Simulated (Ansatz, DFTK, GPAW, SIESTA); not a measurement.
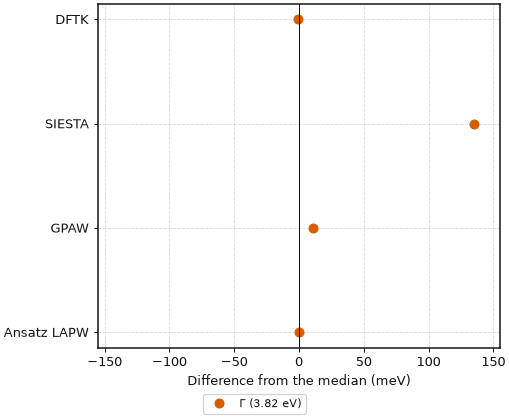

Lowest conduction level at Γ, counted from the valence-band top at Γ, for rocksalt KI, space group Fm-3m (No. 225), 2 atoms in the primitive cell; cubic a = 7.066 Å. Four programs ran PBEsol (no spin polarisation, no spin-orbit coupling) on the same cell and 7×7×7 k mesh. The plot shows each result less the median of the plane-wave and all-electron runs, which the legend gives.

Question: How well do the programs agree?

Answer: The plane-wave and all-electron programs (GPAW, DFTK and Ansatz LAPW) agree within 13 meV at this point. SIESTA departs by +135 meV (at Γ).

| program | kind | valence electrons | Γ (eV) |
| --- | --- | --- | --- |
| Ansatz LAPW | all-electron | – | 3.817 |
| GPAW | plane waves | 16 | 3.828 |
| SIESTA | local basis | 16 | 3.952 |
| DFTK | plane waves | 16 | 3.816 |

Settings. all-electron LAPW, Fermi-Dirac smearing of 0.05 eV (Ansatz 0.2.0). PAW data sets generated in the run's folder for this functional, 600 eV cutoff, Fermi-Dirac smearing of 0.05 eV (GPAW 26.7.0). PseudoDojo 0.4 standard (PBEsol files), Fermi-Dirac smearing of 0.05 eV (SIESTA 5.4.2). dojo.nc.sr.pbesol.v0_4_1.standard.upf (PBEsol), 1007 eV cutoff, Fermi-Dirac smearing of 0.05 eV (DFTK).

Spin-orbit coupling is left out, which matters for I. LDA, GGA and most meta-GGA functionals understate gaps. SIESTA: the basis of atomic orbitals isn't converged, which shifts gaps and empty levels.
